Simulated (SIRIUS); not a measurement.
```cif
data_structure
_symmetry_space_group_name_H-M 'P 1'
_symmetry_Int_Tables_number 1
_cell_length_a 3.6474
_cell_length_b 3.6474
_cell_length_c 5.7306
_cell_angle_alpha 90.000
_cell_angle_beta 90.000
_cell_angle_gamma 120.000
_cell_volume 66.02
loop_
_atom_site_label
_atom_site_type_symbol
_atom_site_fract_x
_atom_site_fract_y
_atom_site_fract_z
_atom_site_occupancy
Y1 Y 0.66667 0.33333 0.75000 1
Y2 Y 0.33333 0.66667 0.25000 1
```

Space group P6₃/mmc.

All numbers below come from Kohn-Sham DFT of a periodic cell, PBEsol, all-electron FP-LAPW in SIRIUS.

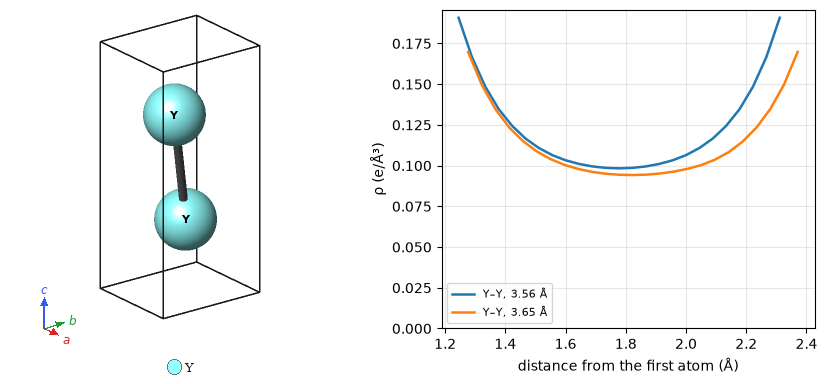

Y. Electron density along straight lines between neighbouring atoms. The curves leave out the atomic cores. The structure is drawn too.

> What can be read from the curves?

Y–Y (3.56 Å): the density is about 0.1 e/Å³ at the midpoint.
Y–Y (3.65 Å): the density is about 0.09 e/Å³ at the midpoint.
